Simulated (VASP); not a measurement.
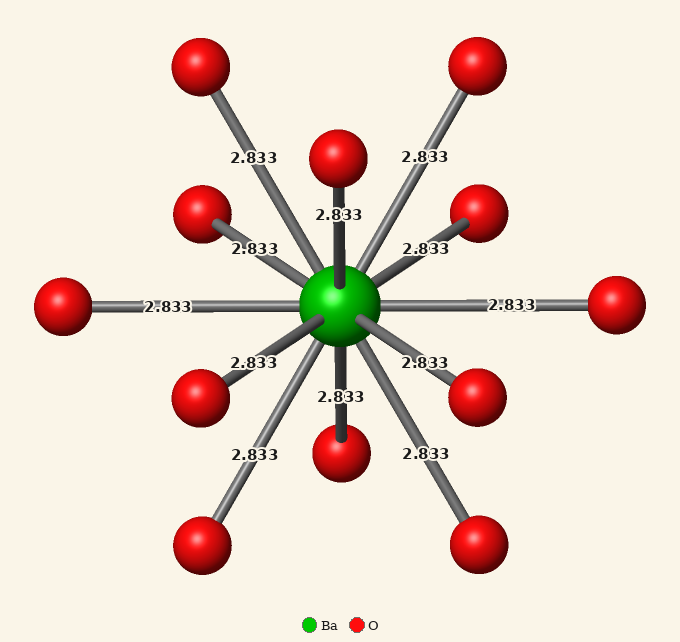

The surroundings of site Ba1 (at 0.500, 0.500, 0.500) in BaTiO3 (Pm-3m), with bond lengths in Å.

Origin of the cell: an entry of the Crystallography Open Database, as set up for an electronic-structure calculation.

```xyz
5
Lattice="4.0060 0.0000 0.0000 0.0000 4.0060 0.0000 0.0000 0.0000 4.0060" Properties=species:S:1:pos:R:3 pbc="T T T"
Ba    2.0030    2.0030    2.0030
Ti    0.0000    0.0000    0.0000
O     0.0000    0.0000    2.0030
O     0.0000    2.0030    0.0000
O     2.0030    0.0000    0.0000
```

Bond valence s = exp((R0 − d)/b), R0 fitted to published crystal structures with b = 0.37 Å; R0 in Å: Ba2+–O 2.279.

### Calculate the bond-valence sum of Ba1 from the bonds drawn.

12 × 0.224 = 2.68 v.u., against a formal valence of 2: overbonded (bonds short for this ion) by 0.68.

Further R0 (Å): Ti4+–O 1.801.

### And over the whole structure?

| site | x, y, z | formal valence | bond-valence sum | difference |
| --- | --- | --- | --- | --- |
| Ba1 | 0.500, 0.500, 0.500 | +2 | 2.71 | 0.71 |
| Ti1 | 0.000, 0.000, 0.000 | +4 | 3.49 | -0.51 |
| O1 | 0.000, 0.000, 0.500 | −2 | 2.07 | 0.07 |

These sums include all anions within 5 Å. The global instability index (root mean square of the differences over all atoms) is 0.39 v.u.: above 0.2, which by the usual rule of thumb marks a strained structure. The cell was not relaxed for this table, and a volume that is off by a few per cent shifts all sums together.
